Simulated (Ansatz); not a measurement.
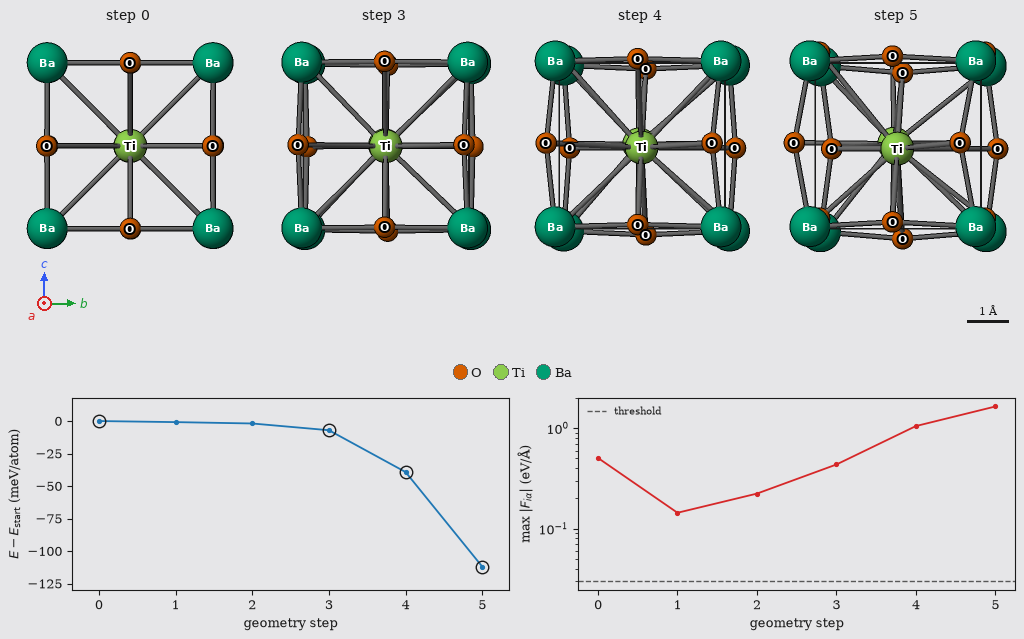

Frames of a relaxation of solid BaTiO3 (set up in Pm-3m), marked on the history of the run. A ball-and-stick model of the cell of the calculation, seen along the a axis.

The start is a measured structure.

Computed with DFT, PAW plane waves, r2SCAN+U in Ansatz 0.2.0. Set-up: plane-wave cutoff 500 eV; k-point mesh 3 × 6 × 6; occupations fermi dirac; smearing width 0.1 eV; collinear spin; atoms relaxed in a fixed cell; force threshold 0.03 eV/Å; at most 80 steps.

**Describe the path.**

The run was cut off at its time limit before the relaxation converged, so the last structure is only a point on the way. The largest move is that of an O atom, 0.51 Å roughly along −b. Largest moves by element: O 0.51 Å, Ba 0.16 Å, Ti 0.13 Å. The cell stays as it was. Near-neighbour distances that change, for instance: O–Ti 2.907 → 3.343 Å, O–Ti 2.902 → 3.291 Å, O–Ti 2.875 → 2.510 Å, O–Ti 2.903 → 3.244 Å. Bond angles that change, for instance: Ba–O–Ba 179.4° → 158.5°, O–Ba–O 179.4° → 158.5°, Ba–O–Ba 179.7° → 164.0°. The space group stays P1 (No. 1). Over 5 geometry steps the energy falls by 112 meV per atom. The largest force component goes from 0.51 to 1.6 eV/Å. The program noted that the start was displaced slightly to test its symmetry. The run took 110 min on 2 threads of Arm Neoverse N1, with other jobs on the host, peak memory 1.5 GiB. From step 0 to 3: an O atom moves most (0.12 Å), energy −7.1 meV per atom. From step 3 to 4: an O atom moves most (0.20 Å), energy −32.2 meV per atom. From step 4 to 5: an O atom moves most (0.19 Å), energy −72.7 meV per atom.

| step | E − E(0), meV/atom | largest force component, eV/Å |
| --- | --- | --- |
| 0 | 0.00 | 0.5055 |
| 1 | -0.82 | 0.1440 |
| 2 | -1.87 | 0.2235 |
| 3 | -7.06 | 0.4354 |
| 4 | -39.23 | 1.0503 |
| 5 | -111.97 | 1.6451 |

Ba sits on the octahedral site here and Ti on the 12-fold one, the reverse of the real perovskite.
